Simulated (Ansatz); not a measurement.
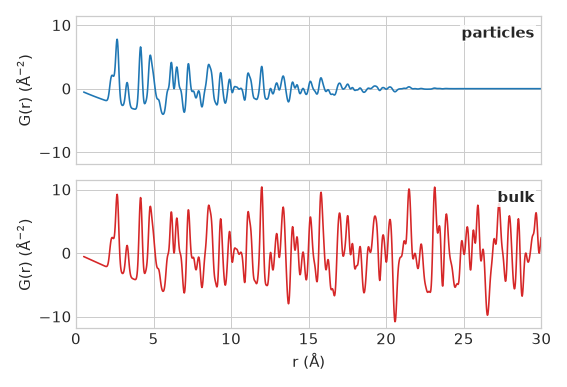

Simulated X-ray pair distribution function, G(r) = R(r)/r − 4πρ₀r, summed over the atomic distances of the structure with each pair weighted by the product of the atomic numbers (X-ray weights at Q = 0); every distance is a Gaussian of σ = 0.10 Å, for spherical particles of Cr with the bulk structure: the bulk G(r) is multiplied by the envelope of a sphere of diameter D, 1 − 3r/2D + r³/2D³, with no surface relaxation. The number density is 0.0877 atoms per Å³. Basis of the simulation: coordinates from a relaxation with DFT, PBEsol, plane waves (420 eV) with PAW, scalar-relativistic in Ansatz; the starting structure was generated, so it need not be a known form of this composition.

> How large are the particles?

About 25 Å (2.5 nm): the signal is half of the bulk amplitude at r ≈ 8.7 Å and vanishes at r = D, fading from view somewhat earlier.

> Roughly how many atoms does one particle hold?

About 720 (number density 0.0877 Å⁻³ times πD³/6).
